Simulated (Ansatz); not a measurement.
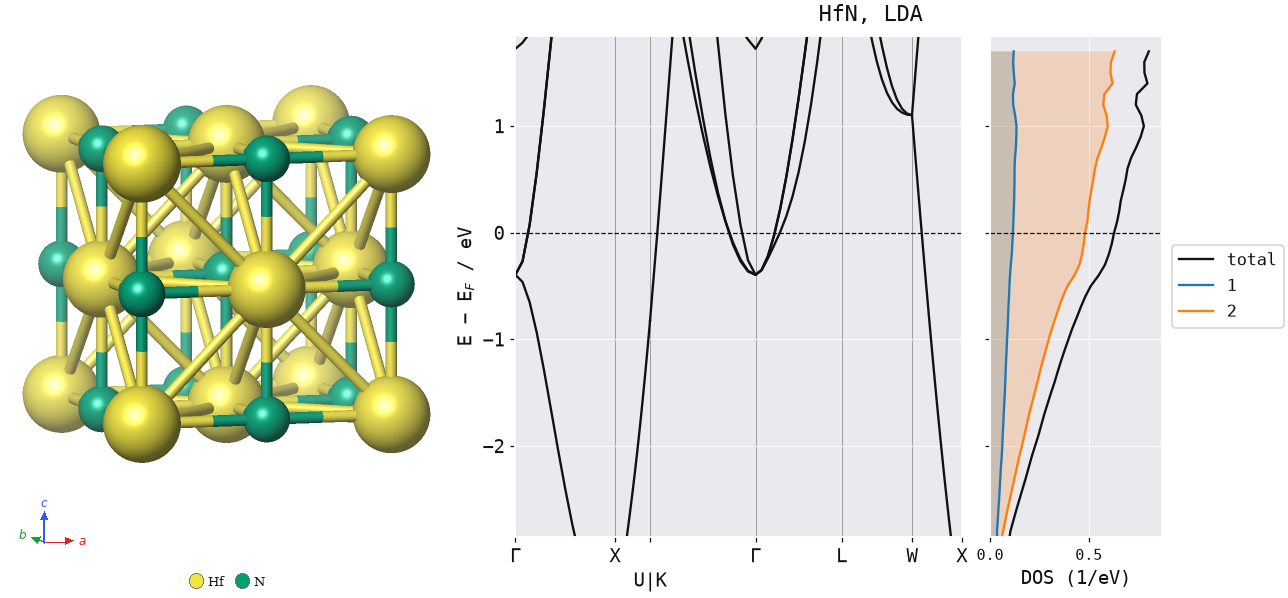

Band structure and density of states, beside the structure. Energies are counted from the Fermi level. The partial curves are projected on Löwdin-orthogonalised atomic shells.

Structure: HfN, space group Fm-3m, 2 atoms in the cell.

Method: DFT LDA, scalar-relativistic, plane waves, PAW, no spin polarisation, 16×16×16 k mesh, 420 eV cutoff, Gaussian smearing of 0.1 eV (Ansatz).

> The numbered curves are projections. Which is which? The candidates: Hf 5d, N 2p.

1 is N 2p; 2 is Hf 5d.

> Metal, semiconductor or insulator?

A metal: 3 bands cross the Fermi level along this path.

The electron count is odd and the run has no spin polarisation, so a magnetic state may lie lower. The cell is at −14 GPa in this functional. Spin-orbit coupling is left out, which matters for Hf.
